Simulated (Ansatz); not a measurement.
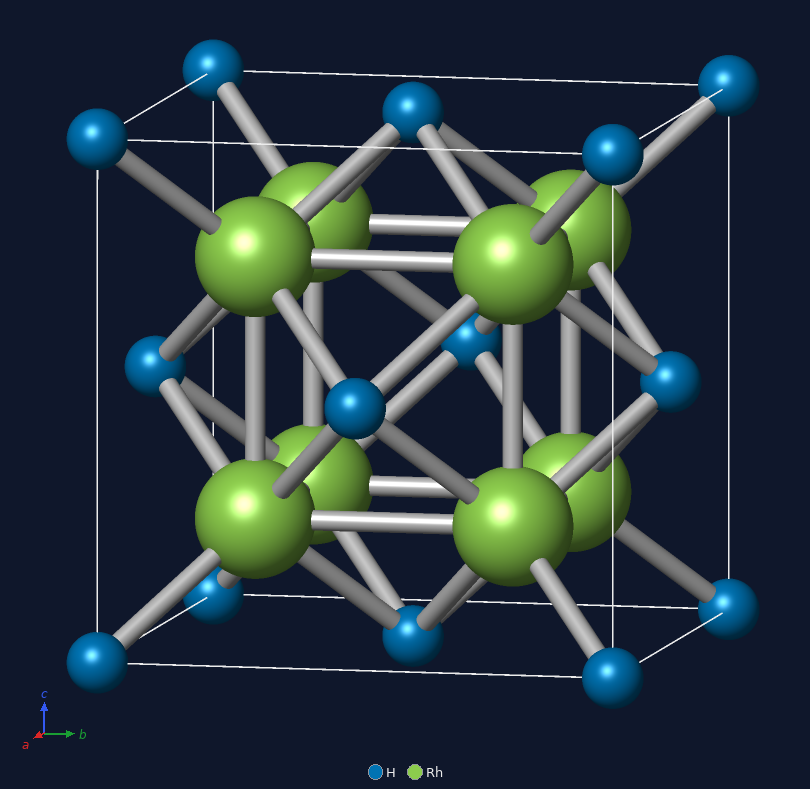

Ball-and-stick representation of a periodic structure, projected slightly off an axis. The conventional unit cell is outlined; an atom on or near a face, edge or corner is repeated at each equivalent position. Cell: a = 5.15 Å, b = 5.15 Å, c = 5.15 Å, α = 90.00°, β = 90.00°, γ = 90.00°.

The cell started as a random cell made by a generator, so it need not be a real form of the compound. Earlier steps of the study may have refined or changed the cell and positions. It was the input of a calculation with Ansatz.

What can be read from this drawing?

The solid is HRh$_{2}$. The structure has Fm-3m (No. 225) symmetry and a face-centred cubic lattice. Type of structure: fluorite (CaF₂ type). One cell contains 4 H, 8 Rh, 12 atoms in all. With all contacts inside bonding distance counted, the coordination numbers are H 8 and Rh 10.

Method: DFT PBE, scalar-relativistic, plane waves, PAW in Ansatz; cutoff 420 eV, k-points about 0.13 Å⁻¹ apart, Gaussian smearing of 0.1 eV, no spin polarisation.

What does the calculation say: metal or gapped?

A metal: bands cross the Fermi level.

State the Bader charges by element.

H -0.03 e; Rh +0.01 e.

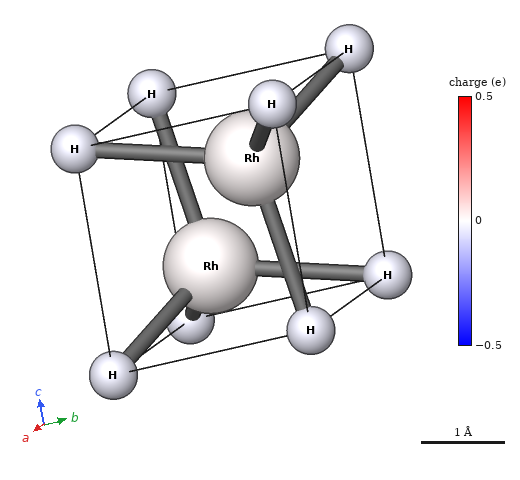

The atoms coloured by those charges. The run's cell of 3 atoms is drawn, so axes and origin can differ from the first picture.

Is this the optimised geometry for these settings?

Yes. All forces vanish to within 0.01 eV/Å. The pressure is 0.0 GPa, close to zero.
